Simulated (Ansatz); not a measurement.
Structure data:

```
Ge
1.0
     6.59637    0.00000    0.00000
     0.00000    3.99697    0.00000
     0.00000    0.00000   14.09590
Ge
16
Direct
  0.93709 0.00000 0.09072
  0.93709 0.50000 0.82742
  0.93709 0.00000 0.58186
  0.93709 0.50000 0.33629
  0.43709 0.50000 0.17258
  0.43709 0.00000 0.90928
  0.43709 0.50000 0.66371
  0.43709 0.00000 0.41814
  0.56291 0.00000 0.09072
  0.56291 0.50000 0.82742
  0.56291 0.00000 0.58186
  0.56291 0.50000 0.33629
  0.06291 0.50000 0.17258
  0.06291 0.00000 0.90928
  0.06291 0.50000 0.66371
  0.06291 0.00000 0.41814
```

### Describe what this structure looks like.

The element is germanium. Space group: Pmma (No. 51). Lattice: primitive orthorhombic. The cell holds 16 atoms. The numbers of neighbours within bonding distance are Ge 4.

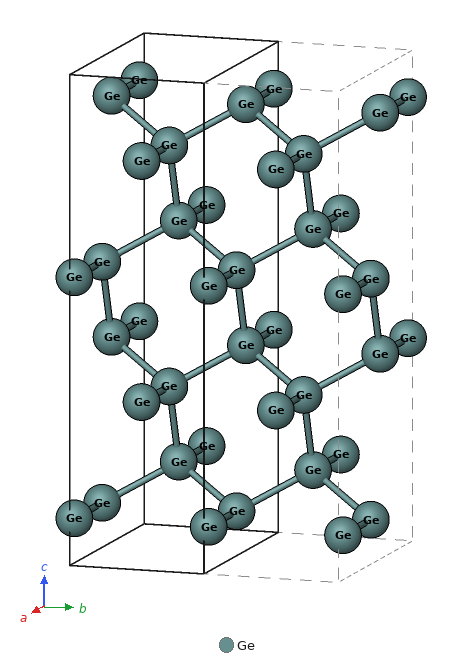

We look at a ball-and-stick model of the crystal slightly off an axis. 1×2×1 cells are drawn; the solid outline is the conventional unit cell. Colours: germanium teal.

Source of the structure: a structure listed in the Materials Project. The cell was then strained or its atoms displaced on purpose. Ansatz was used for an electronic-structure calculation on it.

At this level of theory the run's own cell isn't at rest (forces up to 1.0 eV/Å), so its distances can differ from those at equilibrium, the more so the softer the solid.
